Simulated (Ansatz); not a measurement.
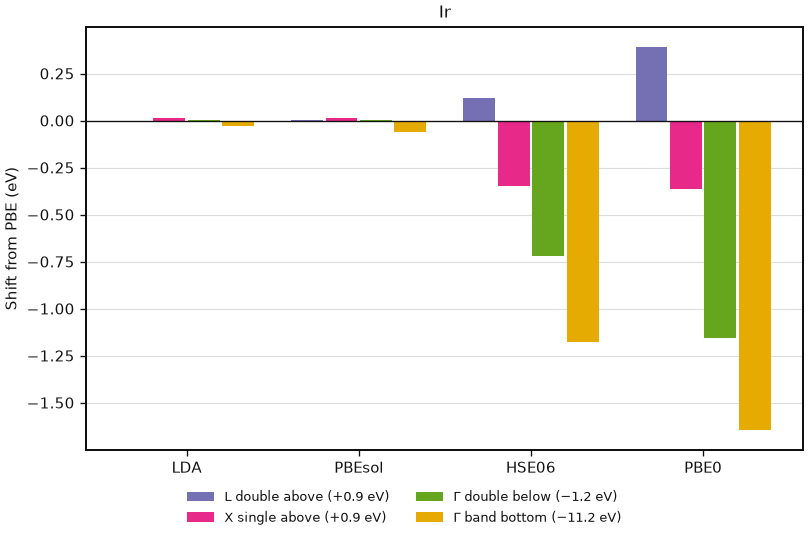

Levels near the Fermi level of fcc Ir, space group Fm-3m (No. 225), 1 atom in the primitive cell (cubic a = 3.831 Å), a metal, by five methods on one cell, as shifts from PBE. Each level is counted from the Fermi level of its run and named by k point, degeneracy (spin aside) and side; the legend gives its PBE energy; the band bottom is the lowest valence level above the core-like shells. The cell is at 11 GPa in PBE.

### Which method departs most from PBE, and how?

PBE0: it moves L double above by +0.39 eV, X single above by −0.36 eV, Γ double below by −1.16 eV and Γ band bottom by −1.65 eV. Exact exchange pushes filled levels down from the Fermi level and so widens the occupied bands.

### How does the occupied bandwidth compare?

The Fermi level lies 11.25 eV (LDA), 11.22 eV (PBE), 11.28 eV (PBEsol), 12.40 eV (HSE06) and 12.87 eV (PBE0) above the band bottom.

```
method  L double above (eV)  X single above (eV)  Γ double below (eV)  Γ band bottom (eV)
   LDA                 0.88                 0.87                −1.24              −11.25
   PBE                 0.89                 0.85                −1.24              −11.22
PBEsol                 0.89                 0.86                −1.24              −11.28
 HSE06                 1.00                 0.50                −1.96              −12.40
  PBE0                 1.28                 0.49                −2.40              −12.87
```

Settings. LDA: Ansatz PAW, 12×12×12 k mesh, 420 eV cutoff, Fermi-Dirac smearing of 0.05 eV (Ansatz). PBE: Ansatz PAW, 12×12×12 k mesh, 420 eV cutoff, Gaussian smearing of 0.027 eV (Ansatz). PBEsol: Ansatz PAW, 12×12×12 k mesh, 420 eV cutoff, Fermi-Dirac smearing of 0.05 eV (Ansatz 0.2.0). HSE06: Ansatz PAW, 8×8×8 k mesh, 420 eV cutoff, Fermi-Dirac smearing of 0.05 eV (Ansatz). PBE0: Ansatz PAW, 8×8×8 k mesh, 420 eV cutoff, Fermi-Dirac smearing of 0.05 eV (Ansatz 0.2.0). No run carries moments or holds spin-orbit coupling.

Spin-orbit coupling is left out, which matters for Ir. LDA, PBEsol, HSE06 and PBE0: the PAW data sets were made with another functional. HSE06 and PBE0: the k mesh is thin for exact exchange. PBE0: unscreened exact exchange wrongly thins out the states at the Fermi level of a metal. The meshes or smearings differ, which moves the Fermi levels by some hundredths of an eV or more.
